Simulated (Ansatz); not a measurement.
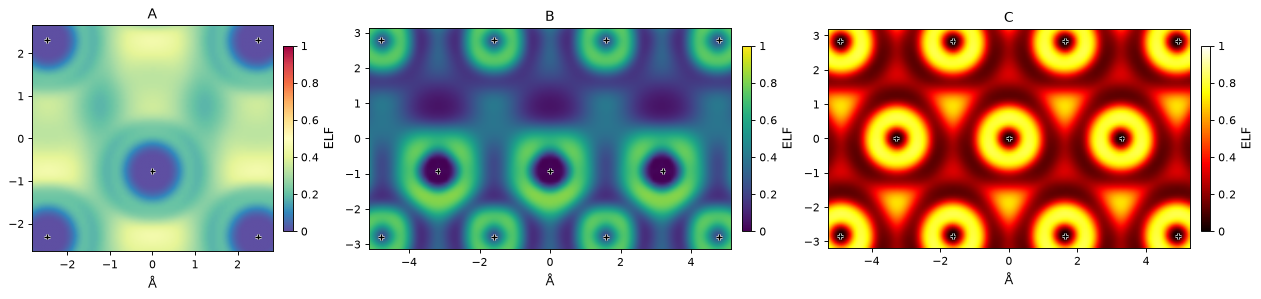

The electron localisation function of 3 systems, each on a plane through atoms (crosses mark nuclei in the plane).

Theory: DFT, PBEsol, PAW with Ansatz's default frozen-core files, scalar-relativistic in Ansatz 0.2.0.

System 1: Zn, the (110) plane of the conventional cell. Space group P6₃/mmc; computed pressure about −6 GPa in this cell.

System 2: MoP, the (110) plane of the conventional cell. Space group P-6m2; computed pressure about −4 GPa in this cell; computed without spin polarisation.

```
Mo P
1.0
     3.22300    0.00000    0.00000
    -1.61150    2.79120    0.00000
     0.00000    0.00000    3.19100
Mo P
1 1
Direct
  0.00000 0.00000 0.00000
  0.33333 0.66667 0.50000
```

System 3: Zr, the (001) plane of the conventional cell. Space group P6₃/mmc; computed pressure about −7 GPa in this cell.

```xyz
2
Lattice="3.2850 0.0000 0.0000 -1.6425 2.8449 0.0000 0.0000 0.0000 5.2314" Properties=species:S:1:pos:R:3 pbc="T T T"
Zr    0.0000    1.8966    1.3078
Zr    1.6425    0.9483    3.9235
```

### Which map belongs to which system?

Panel A is system 1, Zn: the plane holds Zn. Zn–Zn (2.91 Å): the ELF is about 0.25 at the midpoint; no localised pair shows between them. Panel B is system 2, MoP: the plane holds Mo and P. Mo–P (2.45 Å): the ELF peaks at about 0.80 in the valence shell of P, 0.8 Å from its nucleus, and is about 0.45 at the midpoint. Panel C is system 3, Zr: the plane holds Zr. Zr–Zr (3.28 Å): the ELF is about 0.25 at the midpoint (no shared electron pair shows on this line).
